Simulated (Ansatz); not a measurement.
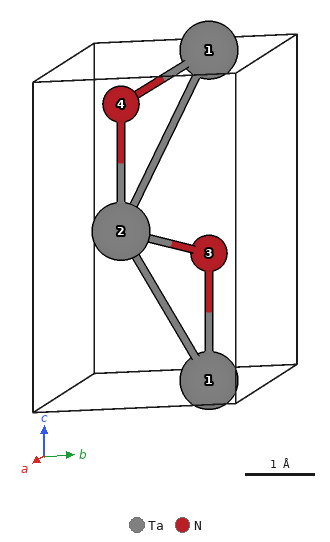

**Figure 1.** The structure (ball-and-stick view of the cell of the calculation, seen slightly off an axis; atoms are numbered from 1 in the order of the input). An atom can appear more than once, as a periodic image.

# Field-gradient calculation, with input and output: TaN

TaN (4 atoms in the cell), computed with DFT, PBEsol, PAW with Ansatz's default frozen-core files, scalar-relativistic, no spin polarisation (Ansatz 0.2.0).

The structure derives from an entry of the Crystallography Open Database. Its volume is 0.98 times that of the source entry. It belongs to a series of runs on one base structure; here: volume scaled by 0.98, PAW files. Figures and captions count atoms from 1; the log counts them from 0 in places.

The program's output:
```
Ta: output.efg is read without spin–orbit coupling, which moves field gradients at and beside such atoms by some per cent and up to a factor of two; PAW files take it under magnetization.noncollinear and magnetization.spin_orbit
Engine: ansatz 0.2.0, x86_64-unknown-linux-gnu
Pseudopotentials: kind: paw
Pseudopotential: Ta, paw, valence charge 13, recommended cutoff 420 eV (normal), Ta.paw.azcp
Pseudopotential: N, paw, valence charge 5, recommended cutoff 420 eV (normal), N.paw.azcp
Functional definition: PBEsol
  exchange = pbesol_x
  correlation = pbesol_c
Crystal: 4 atoms, lattice volume = 39.002 Å³
Basis set: ecut = 420 eV, 737 PW (Γ), exchange–correlation on 48×48×72 points (8 copies of the dense FFT grid, shifted against one another)
Bands: 22, of which v1, the nominal top of the filled ones, is band 18 counted from 1 (17 counted from 0)
Symmetry: 12 space group operations
Space group: P63mc (ITA 186), of the structure as read, at distance tolerance 3.4e-5 Å
k-points: 36 of 405 (time reversal used)
Non-local potential: Ta, projectors of the file, l = 0: 3, l = 1: 2, l = 2: 2, l = 3: 1
Non-local potential: N, projectors of the file, l = 0: 2, l = 1: 2, l = 2: 1
PAW form: soft (Blöchl's): semilocal exchange-correlation on the pseudo side does not see the compensation charge
PAW frozen core: Ta, regenerated for the run's functional, and the local potential with it (the file was generated under x = pbe(κ = 0.804, μ = 0.2195149727645171), c = pbe(β = 0.06672455060314922))
PAW frozen core: N, regenerated for the run's functional, and the local potential with it (the file was generated under x = pbe(κ = 0.804, μ = 0.2195149727645171), c = pbe(β = 0.06672455060314922))
PAW one-centre angular grid: Ta, 590 points (default); XC on 64 Gauss nodes
PAW one-centre angular grid: N, 110 points (default); XC on 64 Gauss nodes
Initial density: superposition of atomic densities (neutral atoms: chi_scale 0, normalization atom), corrected by the library's trained network
Initial wavefunctions: pseudopotential atomic-orbital guess
Functional: x = pbesol(κ = 0.804, μ = 0.12345679012345678), c = pbesol(β = 0.046)
SCF iter   1: F=—  HF=-20368.115558 eV  |F-HF|=—  |Δ(HF+E_count)|=         —  Δρ=3.61e-2  dr2=4.82e-1  ethr=1.77e-3  ⟨swp⟩=5.9  Hψ=3789  notcnv=0
preconditioner: auto → Kerker (q_TF=auto, 2.692 Å⁻¹)  [metal: Δε(μ)=0.005 eV  Ē_g=10.233 eV  σ=0.010 eV  W_gap=0.13  n_scr=10 (ndim 8)  ℏωp=26.6 eV  f_vac=0.000  D(μ)=4.67/eV (n_scr^D=66)]
SCF iter   2: F=—  HF=-20367.989540 eV  |F-HF|=—  |Δ(HF+E_count)|=   1.26e-1  Δρ=8.53e-3  dr2=2.47e-2  ethr=1.34e-3  ⟨swp⟩=2.1  Hψ=1384  notcnv=0  defer=3
SCF iter   3: F=—  HF=-20367.983959 eV  |F-HF|=—  |Δ(HF+E_count)|=   5.58e-3  Δρ=3.57e-3  dr2=3.30e-3  ethr=6.85e-5  ⟨swp⟩=2.0  Hψ=1206  notcnv=0  defer=3
SCF iter   4: F=—  HF=-20367.983366 eV  |F-HF|=—  |Δ(HF+E_count)|=   5.93e-4  Δρ=5.09e-4  dr2=7.59e-5  ethr=9.18e-6  ⟨swp⟩=2.8  Hψ=1263  notcnv=0  defer=3
SCF iter   5: F=—  HF=-20367.983358 eV  |F-HF|=—  |Δ(HF+E_count)|=   7.36e-6  Δρ=1.30e-4  dr2=4.04e-6  ethr=2.11e-7  ⟨swp⟩=2.6  Hψ=1358  notcnv=0  defer=3
SCF iter   6: F=—  HF=-20367.983357 eV  |F-HF|=—  |Δ(HF+E_count)|=   8.16e-7  Δρ=2.37e-5  dr2=1.24e-7  ethr=1.12e-8  ⟨swp⟩=2.0  Hψ=1138  notcnv=0  defer=3
SCF iter   7: F=-20367.983357 eV  HF=-20367.983357 eV  |F-HF|=4.69e-10  |Δ(HF+E_count)|=   1.13e-9  Δρ=2.90e-6  dr2=2.15e-9  ethr=2.78e-10  ⟨swp⟩=8.8  Hψ=4924  notcnv=0
SCF 1 converged in 7 iterations: F = -20367.983357 eV  dr2 = 2.15e-9
  greatest PAW one-centre occupation: 1.000 electrons in one spin orbital (limit 2), on the Ta atom at site 0 (counted from 0), in its partial waves of l = 0
SCF converged after 7 iterations
Free energy (F): -20367.983357 eV
Harris-Foulkes:  -20367.983357 eV  (|F-HF|=4.69e-10)
Internal energy: -20367.982122 eV  (E = F + TS)
E sigma→0 (E₀):  -20367.982740 eV
Entropy (-TS):   -0.001236 eV (-0.309 meV/atom)
Fermi energy:    23.027537 eV
--- Per-component energies (eV) ---
  E_band       = -36.022498
  E_kinetic    = 1046.248880
  E_local      = -1323.294865  (includes V_loc(G=0)·N_el)
  E_nonlocal   = 141.124651
  E_hartree    = 479.131356
  E_xc         = -566.272222
  E_vxc        = -576.726145  (∫ρ·V_xc dr)
  E_paw        = -16800.641286  (= ΣΔE_a)
  E_vpaw       = -281.638050  (= ΣTr[D̂ρ^β])
  E_aug_tail   = 0.000563  (compensation charges beyond the density's cutoff)
  E_ewald      = -3344.762691
  E_core_change = 0.483491  (= ΣΔE_core)
  E_smearing   = -0.001236  (= −TS)
  E_closure    = 0.000000  (closes the sum)
  Σ components = -20367.983357   (vs F -20367.983357, Δ=0.00e0)
--- Forces (eV/Å), atoms counted from 1 ---
  atom   1  Ta     0.00000000     0.00000000     2.34690210
  atom   2  Ta    -0.00000000    -0.00000000     2.34690210
  atom   3  N      0.00000000     0.00000000    -2.34688947
  atom   4  N     -0.00000000     0.00000000    -2.34688947
  max |Σ_I F_I| component: 2.53e-5 eV/Å
--- Stress (GPa, compression-positive) ---
      149.877842       0.000000       0.000000
        0.000000     149.877842      -0.000000
        0.000000      -0.000000     123.027782
  P = ⅓ Tr σ = 140.9278 GPa (1409.278 kbar)
--- PAW observables at the nuclei: V_zz in 10²¹ V/m², potentials from the cell's mean, atoms counted from 1 ---
  atom   1  Ta V_zz =   +12.978452   η = 0.0000   by run symmetry: allowed
            electrostatic potential = -14506.149199 V   contact ρ = 8144231.926147 e/Å³
  atom   2  Ta V_zz =   +12.978452   η = 0.0000   by run symmetry: allowed
            electrostatic potential = -14506.149199 V   contact ρ = 8144231.926147 e/Å³
  atom   3  N  V_zz =    +1.036222   η = 0.0000   by run symmetry: allowed
            electrostatic potential = -532.702985 V   contact ρ = 1405.080911 e/Å³
  atom   4  N  V_zz =    +1.036222   η = 0.0000   by run symmetry: allowed
            electrostatic potential = -532.702985 V   contact ρ = 1405.080911 e/Å³
--- Band table (eV; the first three rows and the last of 36) ---
  k-point 0: bands = ["-45.1919", "-45.0852", "-13.0807", "-11.8971", "-11.8971", "-11.6900", "-11.6900", "-11.6113", "3.7080", "5.3504", "14.0468", "14.0468", "14.3935", "15.0454", "15.0454", "15.4730", "22.1441", "22.1441", "22.7120", "25.2208", "25.7447", "25.7447"]
  k-point 1: bands = ["-45.1818", "-45.0955", "-12.9552", "-11.8776", "-11.8776", "-11.7695", "-11.7101", "-11.7101", "3.9618", "5.3009", "14.1077", "14.1077", "14.1282", "14.9102", "14.9102", "14.9330", "22.5306", "22.5306", "23.2490", "25.6189", "25.6703", "25.6703"]
  k-point 2: bands = ["-45.1553", "-45.1223", "-12.6139", "-12.1628", "-11.8263", "-11.8263", "-11.7623", "-11.7623", "4.5440", "5.0630", "13.8040", "14.0758", "14.2994", "14.2994", "14.6025", "14.6025", "23.5764", "23.5764", "24.3562", "24.8897", "24.8897", "25.3704"]
  k-point 35: bands = ["-45.0619", "-45.0619", "-12.9952", "-12.9952", "-12.5101", "-12.3860", "-11.9364", "-11.9364", "6.4639", "6.4639", "14.2248", "14.2248", "14.8203", "15.7403", "16.8225", "16.8225", "20.7314", "21.2344", "24.4546", "24.4546", "25.8466", "26.3501"]
```

File rho_z.tsv:
```
# z_ang	rho[e/angstrom^3]
# format = ansatz-planar-average/11
# lattice	3.029530668	0.000000000	0.000000000
# lattice	-1.514765334	2.623650520	0.000000000
# lattice	0.000000000	0.000000000	4.906844639
# sites	4
# site	73	-0.000000000	1.749100347	0.000000000
# site	73	1.514765334	0.874550173	2.453422319
# site	7	-0.000000000	1.749100347	1.889135186
# site	7	1.514765334	0.874550173	4.342557505
0.000000	1.448067e0
0.136301	1.334116e0
0.272602	1.181990e0
0.408904	9.729048e-1
0.545205	7.314308e-1
0.681506	5.162500e-1
0.817807	3.750105e-1
0.954109	3.190514e-1
1.090410	3.301551e-1
1.226711	3.888645e-1
1.363012	4.941394e-1
1.499314	6.490337e-1
1.635615	8.503958e-1
1.771916	1.084485e0
1.908217	1.320580e0
2.044519	1.502590e0
2.180820	1.575560e0
2.317121	1.540034e0
2.453422	1.448067e0
2.589724	1.334116e0
2.726025	1.181990e0
2.862326	9.729048e-1
2.998627	7.314308e-1
3.134929	5.162500e-1
3.271230	3.750105e-1
3.407531	3.190514e-1
3.543832	3.301551e-1
3.680133	3.888645e-1
3.816435	4.941394e-1
3.952736	6.490337e-1
4.089037	8.503958e-1
4.225338	1.084485e0
4.361640	1.320580e0
4.497941	1.502590e0
4.634242	1.575560e0
4.770543	1.540034e0
```

File v_z.tsv:
```
# z_ang	v_es[eV]	v_tot[eV]
# format = ansatz-planar-average/11
# xc	pbesol
# density_cutoff_ev	1680
# datasets	Ta=:simpson_from_first_knot:soft:shift=-1016877	N=:simpson_from_first_knot:soft:shift=-194789
# lattice	3.029530668	0.000000000	0.000000000
# lattice	-1.514765334	2.623650520	0.000000000
# lattice	0.000000000	0.000000000	4.906844639
# sites	4
# site	73	-0.000000000	1.749100347	0.000000000
# site	73	1.514765334	0.874550173	2.453422319
# site	7	-0.000000000	1.749100347	1.889135186
# site	7	1.514765334	0.874550173	4.342557505
0.000000	9.572406e-2	-1.666125e1
0.136301	2.200149e0	-1.392266e1
0.272602	4.700434e0	-1.053554e1
0.408904	7.649677e0	-6.495426e0
0.545205	1.083155e1	-2.124086e0
0.681506	1.383408e1	1.991928e0
0.817807	1.641665e1	5.337581e0
0.954109	1.835103e1	7.491047e0
1.090410	1.936903e1	8.447568e0
1.226711	1.896728e1	7.708788e0
1.363012	1.689583e1	4.996861e0
1.499314	1.345766e1	7.249344e-1
1.635615	9.344366e0	-4.383589e0
1.771916	5.342785e0	-9.435177e0
1.908217	1.978492e0	-1.379658e1
2.044519	-3.958100e-1	-1.694763e1
2.180820	-1.506655e0	-1.851132e1
2.317121	-1.277223e0	-1.834195e1
2.453422	9.572406e-2	-1.666125e1
2.589724	2.200149e0	-1.392266e1
2.726025	4.700434e0	-1.053554e1
2.862326	7.649677e0	-6.495426e0
2.998627	1.083155e1	-2.124086e0
3.134929	1.383408e1	1.991928e0
3.271230	1.641665e1	5.337581e0
3.407531	1.835103e1	7.491047e0
3.543832	1.936903e1	8.447568e0
3.680133	1.896728e1	7.708788e0
3.816435	1.689583e1	4.996861e0
3.952736	1.345766e1	7.249344e-1
4.089037	9.344366e0	-4.383589e0
4.225338	5.342785e0	-9.435177e0
4.361640	1.978492e0	-1.379658e1
4.497941	-3.958100e-1	-1.694763e1
4.634242	-1.506655e0	-1.851132e1
4.770543	-1.277223e0	-1.834195e1
```

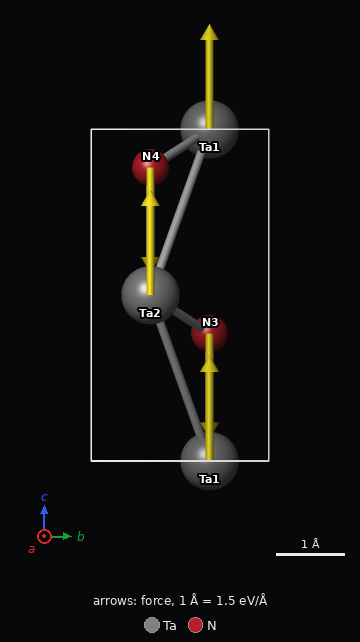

**Figure 2.** Forces on the atoms as yellow arrows (ball-and-stick view of the cell of the calculation, along the a axis; atoms are numbered from 1 in the order of the input). The largest act on Ta1, Ta2 (2.35 eV/Å); N3, N4 (2.35 eV/Å). The geometry is not a stationary point of this energy.

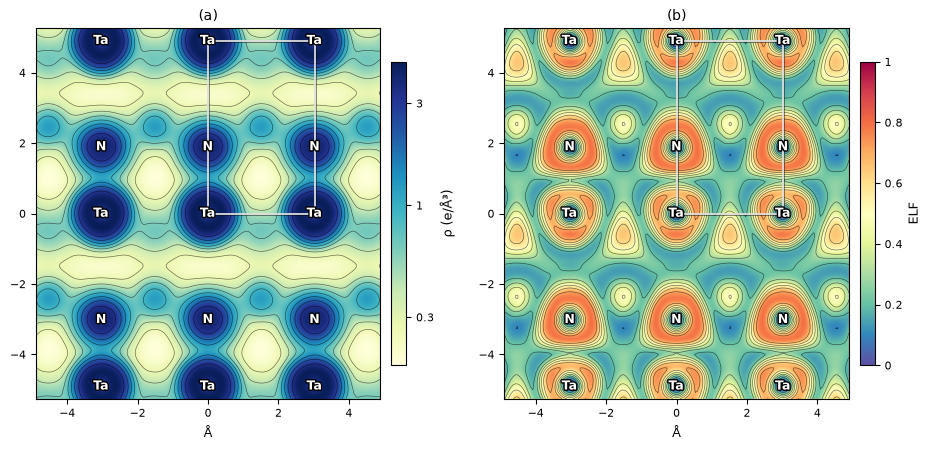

**Figure 3.** (a) valence charge density (pseudo); (b) electron localisation function on the (010) plane of the conventional cell. The section cuts through Ta and N sites. Ta–Ta (3.03 Å): ρ at the midpoint is about 0.46 e/Å³; the ELF is about 0.45 at the midpoint; no localised pair between them. Ta–N (1.89 Å): ρ is about 1.2 e/Å³ halfway; the ELF peaks at about 0.80 in the valence shell of N, 0.6 Å from its nucleus, and drops to about 0.30 between the two atoms (no shared pair; the contact is polar). Away from the nuclei the density in this plane falls to 0.18 e/Å³ at its lowest. The strong features right at Ta lie inside the PAW spheres (semicore, d or f shells) and say nothing about bonding. Core electrons are frozen (PAW), so the fields are smoothed inside the atomic spheres.

This output came from the following input.

Input file:
```yaml
crystal:
  lattice:
    - [3.0295306677, 0.0, 0.0]
    - [-1.5147653339, 2.6236505199, 0.0]
    - [0.0, 0.0, 4.9068446386]
  atoms:
    - { symbol: Ta, position: [0.3333333333, 0.6666666667, 0.0] }
    - { symbol: Ta, position: [0.6666666667, 0.3333333333, 0.5] }
    - { symbol: "N", position: [0.3333333333, 0.6666666667, 0.385] }
    - { symbol: "N", position: [0.6666666667, 0.3333333333, 0.885] }
kpoints:
  mp_grid: { grid: [9, 9, 5] }
scf:
  occupations: { method: fermi_dirac, width: 0.01 }
hamiltonian:
  xc: pbesol
  pseudopotentials: { kind: paw }
output:
  forces: true
  stress: true
  eigenvalues: true
  efg: { contact_densities: true }
  write_density: true
  write_potential: true
  elf: true
  volumetric_format: npy
```

Run as:
```bash
ansatz run input.yaml --threads 1 --pin off --max-ram 6144MiB --backend cpu --events-out ev --progress --plain --runs-dir out
```

Key numbers:

- outcome: converged
- space group (tolerance 0.01 Å): P6₃mc (186)
- electrons treated: 36
- free energy: −20367.9834 eV
- Fermi energy: 23.028 eV
- pressure: 140.93 GPa
- field gradient V_zz (10²¹ V/m²): Ta 12.98, Ta 12.98, N 1.04, N 1.04
- largest force (length of the vector): 2.347 eV/Å
- hardware: 1 thread of Intel Xeon (Granite Rapids), 64 GiB of memory available, shared host
- wall time: 3.2 s
- peak memory: 0.42 GiB

Remarks:

The program warns: the field gradients leave out spin–orbit coupling. Spin–orbit coupling is left out, which matters for Ta. The cell is under a pressure of 141 GPa at this level, so it is not at its equilibrium volume.
